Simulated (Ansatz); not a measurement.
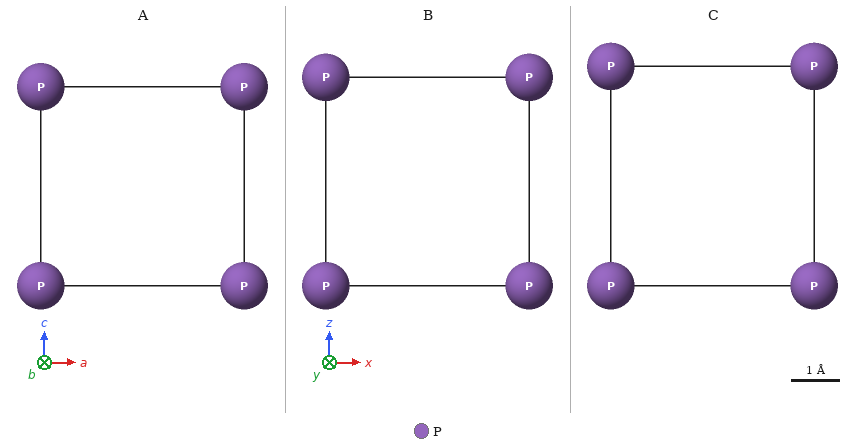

Frames of a one-coordinate scan of a crystal of P (P4/mmm). x, y and z are the Cartesian axes of the input. A ball-and-stick model of the cell of the calculation, repeated 1 × 2 × 1 with one cell outlined, seen along the b axis.

Computed with Ansatz, DFT PBEsol+D3(BJ), scalar-relativistic, plane waves, PAW. (plane-wave cutoff 420 eV; k-point mesh 12 × 12 × 12; occupations gaussian; smearing width 0.15 eV; no spin polarisation). Energies (free energies at the smearing named) are counted from the cell as listed in its source, which wasn't relaxed.

### Which coordinate changes from frame to frame?

The cell is strained along z alone, with the atoms kept at their fractional coordinates. In the frames the strain is −0.045 (A), 0.00 (B), 0.0525 (C). Their energies are −95.1 meV/atom, 0.0 meV/atom, 85.6 meV/atom.
